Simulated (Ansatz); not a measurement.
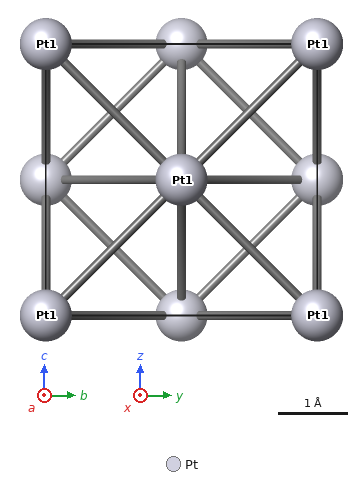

Energy scan for a crystal of Pt (Fm-3m), in which the cell is strained in shear in the yz plane, with the atoms kept at their fractional coordinates. x, y and z are the Cartesian axes of the input. The picture shows the reference cell. The picture is a ball-and-stick view of the conventional cell (4 times the calculation's cell), seen along the a axis. Lengths and directions refer to the drawn axes.

Theory: DFT r2SCAN, scalar-relativistic, plane waves, PAW (Ansatz). (plane-wave cutoff 500 eV; k-point mesh 26 × 26 × 26; occupations gaussian; smearing width 0.15 eV; no spin polarisation). Energies (free energies at the smearing named) are counted from the relaxed crystal.

Input
```yaml
crystal:
  lattice:
    - [0.0, 1.9701103811, 1.9701103811]
    - [1.9701103811, 0.0, 1.9701103811]
    - [1.9701103811, 1.9701103811, 0.0]
  atoms:
    - { symbol: Pt, position: [0.0, 0.0, 0.0] }
basis:
  ecutwfc: 500
kpoints:
  mp_grid: { grid: [26, 26, 26] }
hamiltonian:
  xc: r2scan
scf:
  occupations: { method: gaussian, width: 0.15 }
output:
  forces: true
  stress: true
  eigenvalues: true
```

Run as
```bash
ansatz run input.yaml --threads 1 --pin off --max-ram 2560MiB --backend cpu --events-out ev --progress --plain --runs-dir out
```

Q: What energies does the calculation give (the strain: −0.040, −0.030, −0.020, −0.010, 0.000, 0.010, 0.020, 0.030, 0.035, 0.040)?

A:
```csv
engineering shear strain,E − E(ref) (meV/atom)
−0.040,4.79
−0.030,2.64
−0.020,1.16
−0.010,0.29
0.000,0.00
0.010,0.29
0.020,1.16
0.030,2.64
0.035,3.63
0.040,4.79
```

Points that are alike by symmetry were computed once.

Of the computed points the lowest is at the strain 0.00, 0.00 meV/atom. At the ends of the scan the energy is 4.79 meV/atom (−0.04) and 4.79 meV/atom (0.04). The curvature at zero strain, (1/V) d²E/dε², is about 61 GPa; it is C₄₄ with clamped ions. The distortion takes the space group from Fm-3m to Immm. At the strain −0.04 the cell of the drawing goes b 3.940 → 3.941 Å, c 3.940 → 3.941 Å, α 90.0° → 92.3°.
